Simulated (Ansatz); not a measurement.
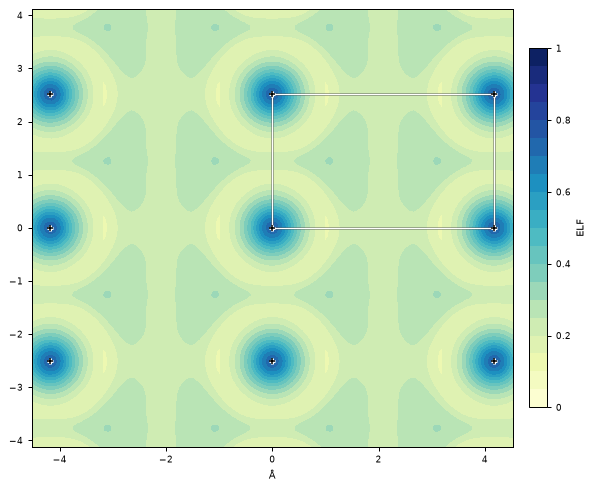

The electron localisation function on a plane through atoms (crosses mark nuclei in the plane).

The calculation used Ansatz 0.2.0, DFT, revPBE, plane waves (420 eV) with PAW, scalar-relativistic.

Candidates:
A. Ni, a = 4.18 Å, b = 4.18 Å, c = 2.51 Å, α = 90.00°, β = 90.00°, γ = 120.00°. Space group P6/mmm; set up as Ni, omega (AlB2-type); a generated structure, not necessarily the stable one; changed on purpose from its base cell (volume × 1.12); computed pressure about −15 GPa in this cell; computed without spin polarisation.
B. Ge, a = 2.95 Å, b = 2.95 Å, c = 9.68 Å, α = 90.00°, β = 90.00°, γ = 120.00°. Space group P6₃/mmc; set up as Ge, dhcp; a generated structure, not necessarily the stable one; changed on purpose from its base cell (volume × 0.92); computed pressure about 6 GPa in this cell.

### Which candidate gave the map?

Candidate A: Ni on the (100) plane of the conventional cell, which holds Ni. Ni–Ni (2.51 Å): the ELF is about 0.25 at the midpoint: no localised pair shows between them.
